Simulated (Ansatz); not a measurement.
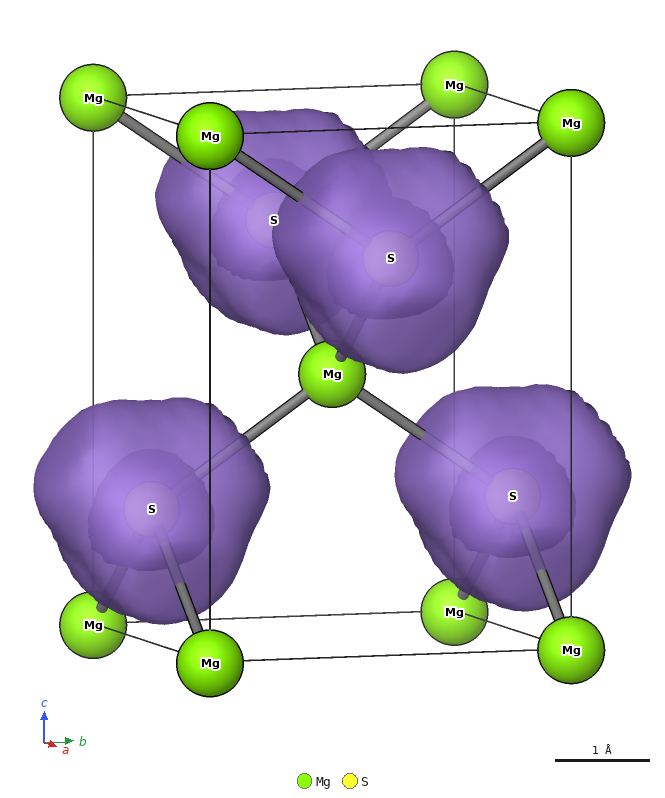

Figure 1: MgS. Isosurface of the electron localisation function at 0.8 (purple), seen slightly off an axis. Core shells and regions of very low density are left out. Sticks mark near contacts.

Space group Imm2; started from the zincblende prototype, which need not be the ambient phase; changed on purpose from its base cell (shear xy strain +3.0%).

Method: DFT, PBE, plane waves, PAW in Ansatz.

In a PAW calculation such maps are meaningful between the atoms, not at the nuclei.

Input

```
crystal:
  lattice:
    - [0.0424631526, 2.8308768411, 2.8308768411]
    - [2.8308768411, 0.0424631526, 2.8308768411]
    - [2.8733399937, 2.8733399937, 0.0]
  atoms:
    - { symbol: Mg, position: [0.0027543446, 0.0027543446, -0.0027543446] }
    - { symbol: S, position: [0.2472456554, 0.2472456554, 0.2527543446] }
kpoints:
  mp_grid: { grid: [8, 8, 8] }
  band_path:
    path:
      - [0.0, 0.0, 0.0]
      - [-0.5, -0.5, 0.0]
      - [-0.375, -0.375, 0.25]
      - [-0.375, 0.0, 0.375]
      - [0.0, 0.0, 0.5]
      - [-0.5, -0.25, 0.25]
    npoints: 1
hamiltonian:
  xc: pbe
scf:
  occupations: { method: fermi_dirac, width: 0.02 }
  n_extra_bands: 4
output:
  forces: true
  stress: true
  eigenvalues: true
  write_density: true
  write_potential: true
  elf: true
  volumetric_format: npy
```

Command:

```sh
ansatz run input.yaml --threads 4 --pin off --max-ram 4608MiB --backend cpu --events-out ev --progress --plain --runs-dir out
```

Below, planes, directions and counts refer to the conventional cell (a = 3.94 Å, b = 4.06 Å, c = 5.66 Å, α = 90.00°, β = 90.00°, γ = 90.00°).

### What do the ELF domains correspond to?

At this value the surface marks out two regions wrapped around S (the valence shell of each), counted in one cell of 4 atoms. Regions shared between cells count once.

Values along the shortest contacts:
Mg–S (2.45 Å): the ELF peaks at about 0.90 in the valence shell of S, 0.9 Å from its nucleus, and falls to about 0.05 next to Mg; an ionic contact with no shared pair.

### Does the calculation give a band gap?

It is gapped, with a Kohn–Sham gap of 3.4 eV on the k-point mesh (the band edges may lie off the mesh, which would make the gap smaller).
